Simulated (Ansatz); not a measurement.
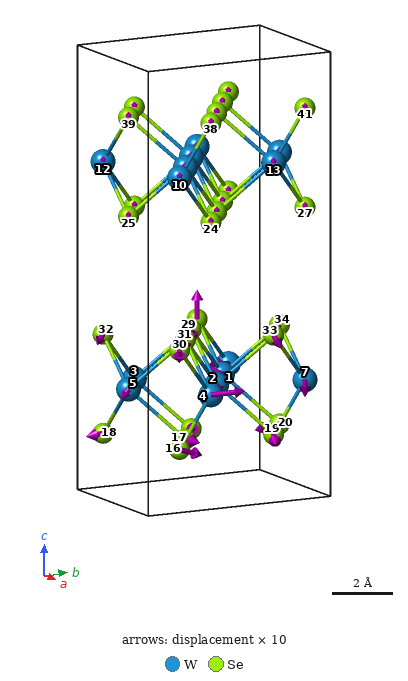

This is a relaxation of a defect cell of composition W14Se27. The starting structure is drawn; purple arrows show the displacements, 10 times their true length.

Style: ball-and-stick. Shown: the cell of the calculation, slightly off an axis.

Case: Se vacancy (site f), charge +0, atoms relaxed at the host's cell.

Theory: DFT PBE, scalar-relativistic, plane waves, PAW in Ansatz 0.2.0. (plane-wave cutoff 420 eV; k-point mesh 2 × 2 × 2; occupations gaussian; smearing width 0.01 eV; no spin polarisation; atoms relaxed in a fixed cell; force threshold 0.025 eV/Å; at most 45 steps)

What did the optimiser do to the structure, and how much energy did it gain?

Answer. After 4 geometry steps the energy has fallen by 0.269 eV per cell of the calculation. The largest force component goes from 0.77 to 0.0081 eV/Å. The largest moves, 0.12 Å, are those of W atoms. By element the largest moves are W 0.12 Å, Se 0.10 Å. The cell doesn't change. Near-neighbour distances that change, for instance: W–W 3.321 → 3.120 Å, Se–W 2.548 → 2.588 Å, Se–W 2.548 → 2.522 Å, Se–W 2.548 → 2.557 Å. Bond angles that change, for instance: W–Se–W 81.3° → 76.4°, Se–W–Se 135.8° → 131.3°, Se–W–Se 135.8° → 132.0°. Cost: 4.2 min on 4 threads of Arm Neoverse V2, on a shared host, peak memory 6 GiB.
